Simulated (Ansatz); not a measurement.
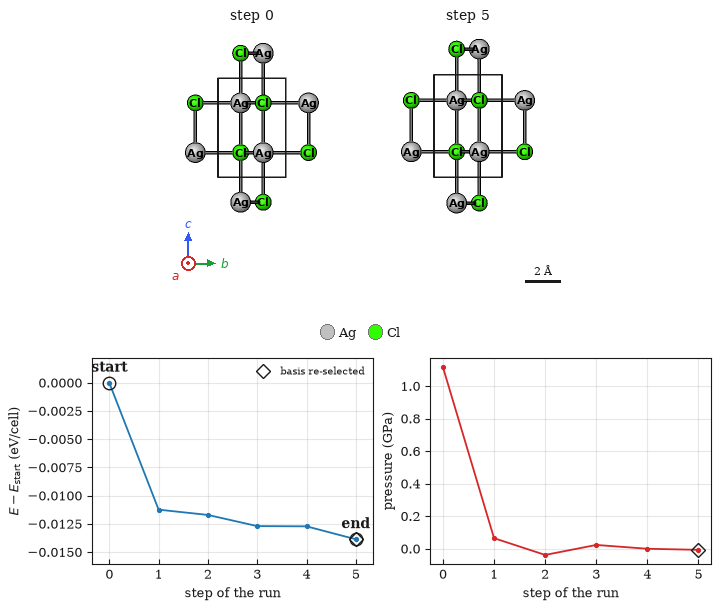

First and last geometry of a relaxation of crystalline AgCl (built on the h-MgO (five-fold) type), with the history of the run. Style: ball-and-stick. Shown: the cell of the calculation, along the a axis.

The calculation used DFT, HSE06, plane waves, PAW in Ansatz.

The input:
```yaml
crystal:
  lattice:
    - [4.518399075, 0.0, 0.0]
    - [-2.2591995375, 3.9130483834, 0.0]
    - [0.0, 0.0, 5.7230251153]
  atoms:
    - { symbol: Ag, position: [0.3333333333, 0.6666666667, 0.25] }
    - { symbol: Ag, position: [0.6666666667, 0.3333333333, 0.75] }
    - { symbol: Cl, position: [0.6666666667, 0.3333333333, 0.25] }
    - { symbol: Cl, position: [0.3333333333, 0.6666666667, 0.75] }
kpoints:
  mp_grid: { grid: [6, 6, 4] }
hamiltonian:
  xc: hse06
scf:
  occupations: { method: fermi_dirac, width: 0.02 }
relax:
  f_tol: 0.005
  cell: {}
```

**What do the curves and the structures tell?**

It converged. Over 4 accepted moves (5 points after the start) the energy falls by 13.9 meV per cell of the calculation. All forces vanish by symmetry, so only the cell relaxes. The pressure goes from 1.12 to −0.01 GPa. The SCF was repeated once at an unchanged geometry on a basis and grid sized afresh for the cell, which shifted the energy by 1.1 meV per cell of the calculation at most. The atoms keep their places relative to the cell (all moves are under 0.005 Å). The volume changes by +3.6 %, with a = b 4.518 → 4.525 Å (+0.1 %), c 5.723 → 5.914 Å (+3.3 %). Some distances before and after: Ag1–Cl4 2.862 → 2.957 Å. The space group stays P6_3/mmc (No. 194). The run took of the order of 13 core-minutes on a shared host.

```csv
step,"E − E(0), meV/atom","pressure, GPa","volume, Å³/atom",note
0,0.00,1.12,25.297,
1,-2.81,0.07,26.068,
2,-2.93,-0.04,26.164,
3,-3.17,0.02,26.177,
4,-3.18,0.00,26.214,
5,-3.47,-0.01,26.214,"same geometry, new basis"
```
